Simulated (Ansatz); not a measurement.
Consider this structure, Os.

```cif
data_structure
_symmetry_space_group_name_H-M 'Im-3m'
_symmetry_Int_Tables_number 229
_cell_length_a 3.0913
_cell_length_b 3.0913
_cell_length_c 3.0913
_cell_angle_alpha 90.000
_cell_angle_beta 90.000
_cell_angle_gamma 90.000
_cell_volume 29.54
loop_
_atom_site_label
_atom_site_type_symbol
_atom_site_symmetry_multiplicity
_atom_site_Wyckoff_symbol
_atom_site_fract_x
_atom_site_fract_y
_atom_site_fract_z
_atom_site_occupancy
Os1 Os 2 a 0.00000 0.00000 0.00000 1
```

Basis of the simulation: the input geometry of an electronic-structure calculation (not necessarily at equilibrium); the starting structure was generated, so it need not be a known form of this composition.

> Where will the first 4 clear peaks of its X-ray PDF lie (peak width σ = 0.10 Å), and from which pairs do they come?

1. 2.68 Å: Os–Os at 2.68 Å
2. 3.09 Å: Os–Os at 3.09 Å
3. 4.37 Å: Os–Os at 4.37 Å
4. 5.14 Å: Os–Os at 5.13–5.35 Å

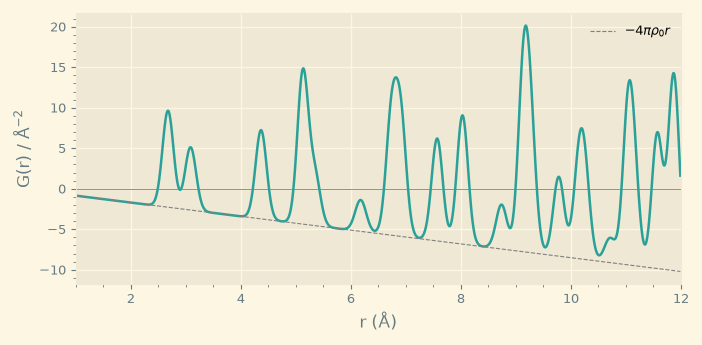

The curve is a calculated X-ray PDF: distances of the static structure, each pair weighted by the product of the atomic numbers (X-ray weights at Q = 0), broadened by Gaussians with σ = 0.10 Å.
